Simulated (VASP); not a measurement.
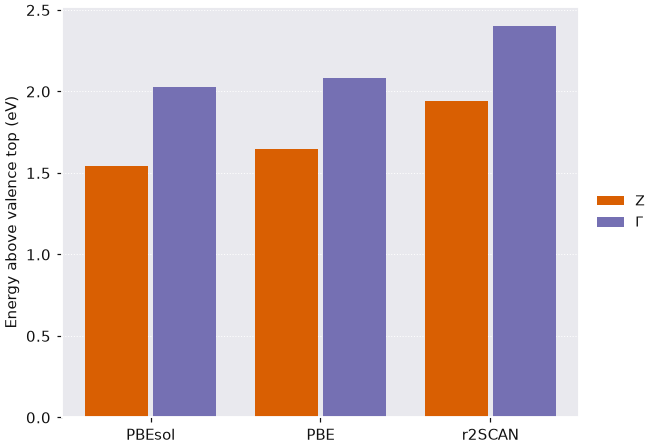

Lowest conduction level at each named k point, counted from the valence-band top at Γ, by several methods on one cell of SnO, space group P4/nmm, 4 atoms in the cell; a = 3.788 Å, c = 4.854 Å (tetragonal axes). All runs are without spin-orbit coupling and carry no moments. The cell is at 6 GPa in PBE. The smallest gap lies off these points.

Question: Does r2SCAN shift these levels rigidly from PBE?

Answer: The shifts are +0.29 eV at Z and +0.32 eV at Γ: a spread of 0.03 eV on a mean of 0.30 eV, so one shift describes them well.

Question: How do the methods rank at Z?

Answer: From low to high: PBEsol 1.54, PBE 1.65, r2SCAN 1.94 eV.

Question: Do the methods agree on which of these conduction levels is lowest?

Answer: Yes: all put it at Z.

```csv
method,program,Z (eV),Γ (eV)
PBEsol,VASP,1.54,2.03
PBE,VASP,1.65,2.08
r2SCAN,VASP,1.94,2.40
```

Settings. PBEsol: VASP PAW PBE potentials, release 64 (Sn_d, O), 7×7×6 k mesh, 520 eV cutoff, Fermi-Dirac smearing of 0.05 eV (VASP). PBE: VASP PAW PBE potentials, release 64 (Sn_d, O), 7×7×6 k mesh, 520 eV cutoff, Fermi-Dirac smearing of 0.05 eV (VASP 6.6.1). r2SCAN: VASP PAW PBE potentials, release 64 (Sn_d, O), 6×6×6 k mesh, 520 eV cutoff, Gaussian smearing of 0.02 eV (VASP).

These are three of the 4 methods that were run on this cell. LDA, GGA and most meta-GGA functionals understate gaps. The usual form of SnO is litharge (tetragonal). PBEsol and r2SCAN: the PAW data sets were made with another functional. Over all k points computed the smallest gap is 0.30 eV in PBEsol, 0.31 eV in PBE and 0.20 eV in r2SCAN, and a mesh with an odd division can miss a smaller one.
